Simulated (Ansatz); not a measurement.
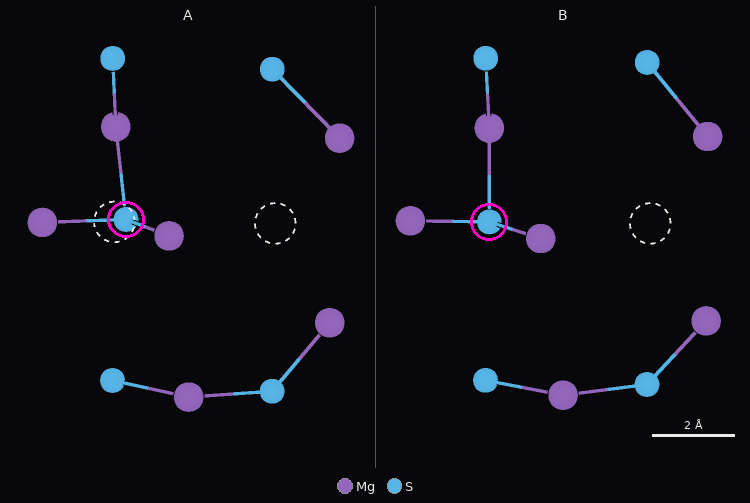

A vacancy jump of sulfur in MgS (P6_3mc phase), in a cell of charge +2 (on a uniform background) with 15 atoms, whose images lie 7.6 Å apart. One frame is the relaxed vacancy; in the other the neighbouring S atom (ringed) was set half-way along its jump of 3.96 Å and all atoms were relaxed in the symmetry of that start. Dashed circles mark empty sites. Style: ball-and-stick. Shown: the slice 3.8 Å thick through the jump, out to 4.8 Å from its middle, across the jump.

Computed with Ansatz 0.2.0, DFT PBEsol, scalar-relativistic, plane waves, PAW. (plane-wave cutoff 420 eV; k-point mesh 4 × 4 × 4; occupations gaussian; smearing width 0.05 eV; no spin polarisation; atoms relaxed in a fixed cell; force threshold 0.02 eV/Å).

Q: Which frame is the half-way one, and how far apart are the two in energy?

A: Frame A is the half-way start after relaxation. It lies 0.00 eV below the relaxed vacancy. The atom slides 0.43 of the jump length along the path, so the half-way point isn't stationary and this energy isn't the barrier. There it has 4 Mg as nearest neighbours, the closest at 2.40 Å. The gap on the mesh is 2.36 eV with the relaxed vacancy and 2.34 eV half-way.

Limits of the set-up: the periodic images lie only 7.6 Å apart, so the values are limited by the cell's size; the cell is charged, on a uniform background, and energies carry no finite-size correction.
